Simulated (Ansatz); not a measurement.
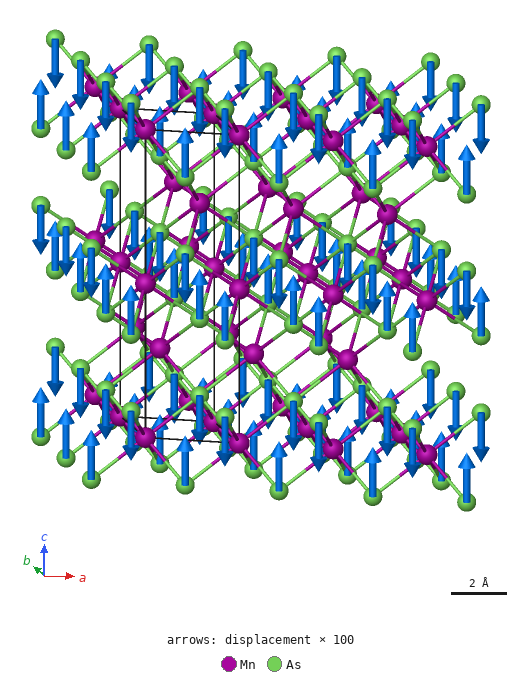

This is a relaxation of crystalline MnAs (a generated structure, set up in P6_3/mmc). The starting structure is drawn; blue arrows show the displacements (the part carried along by the change of the cell is left out), magnified 100 times.

A ball-and-stick model of the cell of the calculation, repeated 3 × 2 × 1 with one cell outlined, seen slightly off an axis.

Case: stacking ABAC.

Method: DFT PBEsol, scalar-relativistic, plane waves, PAW (Ansatz 0.2.0).

The input:
```yaml
crystal:
  lattice:
    - [3.5795096409, 0.0, 0.0]
    - [-1.7897548204, 3.0999462821, 0.0]
    - [0.0, 0.0, 11.6634568739]
  atoms:
    - { symbol: Mn, position: [0.0, 0.0, 0.0], spin: 3.72 }
    - { symbol: As, position: [0.6666666667, 0.3333333333, 0.125] }
    - { symbol: Mn, position: [0.3333333333, 0.6666666667, 0.25], spin: 3.72 }
    - { symbol: As, position: [0.6666666667, 0.3333333333, 0.375] }
    - { symbol: Mn, position: [0.0, 0.0, 0.5], spin: 3.72 }
    - { symbol: As, position: [0.3333333333, 0.6666666667, 0.625] }
    - { symbol: Mn, position: [0.6666666667, 0.3333333333, 0.75], spin: 3.72 }
    - { symbol: As, position: [0.3333333333, 0.6666666667, 0.875] }
basis:
  ecutwfc: 420
kpoints:
  mp_grid: { grid: [12, 12, 3] }
hamiltonian:
  xc: pbesol
scf:
  occupations: { method: gaussian, width: 0.1 }
output:
  forces: true
  stress: true
  eigenvalues: true
  populations: true
  write_density: true
  write_potential: true
  elf: true
  volumetric_format: npy
magnetization:
  spin_polarized: true
relax:
  adjacent_minimum: "off"
  f_tol: 0.01
  max_steps: 45
  cell: { stress_tol: 0.05 }
```

Launched with:
```bash
ansatz run input.yaml --threads 2 --pin off --max-ram 4096MiB --backend cpu --events-out ev --progress --plain --runs-dir out
```

**What happened in the run?**

The largest moves relative to the cell, 0.019 Å, are those of As2, As4, As6 and As8. As6 goes along −c. Mn stays in place. The drawn cell changes as follows: a = b 3.580 → 3.552 Å (−0.8 %), c 11.663 → 11.934 Å (+2.3 %); the volume changes by +0.8 %. Near-neighbour distances that change, for instance: As2–Mn3 2.529 → 2.547 Å, As4–Mn5 2.529 → 2.525 Å. Bond angles that change, for instance: As6–Mn7–As8 70.4° → 72.7°. The space group stays P6_3/mmc (No. 194). The energy falls by 18.7 meV per cell of the calculation in 2 accepted moves (3 points after the start). Largest force component: 0.16 eV/Å at the start, 0.0027 eV/Å at the end. Pressure: 0.79 GPa at the start and 0.01 GPa at the end. At 1 point the geometry stayed and the basis and grid were re-selected for the new cell (energy shift of 0.3 meV per cell of the calculation at most each time). Cost: 2.6 min on 2 threads of Arm Neoverse V1, with other jobs on the host, peak memory 0.87 GiB.
